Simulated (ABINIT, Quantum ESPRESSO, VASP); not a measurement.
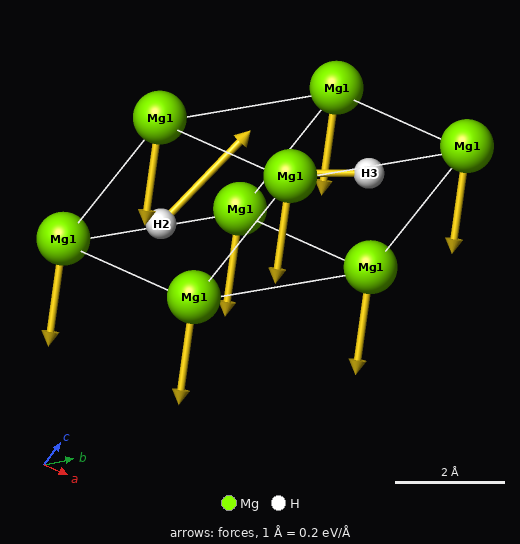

MgH₂ (3 atoms) with its atoms moved off their places at random, by some hundredths of an ångström. The arrows are the forces from VASP (PBE potentials, release 64 Mg, H). The parent cell is a structure listed in the Materials Project. It needn't be the stable form of this composition.

```
Mg H
1.0
     0.00000    2.38107    2.38107
     2.38107    0.00000    2.38107
     2.38107    2.38107    0.00000
Mg H
1 2
Direct
  0.98390 0.00340 0.02629
  0.26239 0.24177 0.22499
  0.75565 0.76815 0.74965
```

The same cell was run in three programs or potential sets. Alike in all runs: functional PBE; k mesh 10 × 10 × 10 on the run's cell of 3 atoms; occupations fermi-dirac, width 0.05 eV; no spin polarisation; no spin-orbit coupling. The table gives the size of the force on each atom, with the net force on the cell removed.

| program | force on Mg1 (eV/Å) | force on H2 (eV/Å) | force on H3 (eV/Å) |
| --- | --- | --- | --- |
| VASP (PBE potentials, release 64 Mg, H) | 0.311 | 0.424 | 0.251 |
| Quantum ESPRESSO (SSSP 1.3 efficiency) | 0.309 | 0.422 | 0.250 |
| ABINIT (JTH PAW PBE v2.0) | ? | ? | ? |

Q: Estimate the row of ABINIT (JTH PAW PBE v2.0).

A: 0.312 eV/Å on Mg1, 0.424 eV/Å on H2 and 0.250 eV/Å on H3. The medians of the other rows are 0.310, 0.423, 0.251 eV/Å.

Q: How well do the programs agree?

A: The force on H2, the largest, spans 0.422 to 0.424 eV/Å. All rows lie within 0.002 eV/Å of the median force vectors. With one functional throughout, the spread comes from potentials, basis sets and numerical settings. Deviations count direction as well as size.
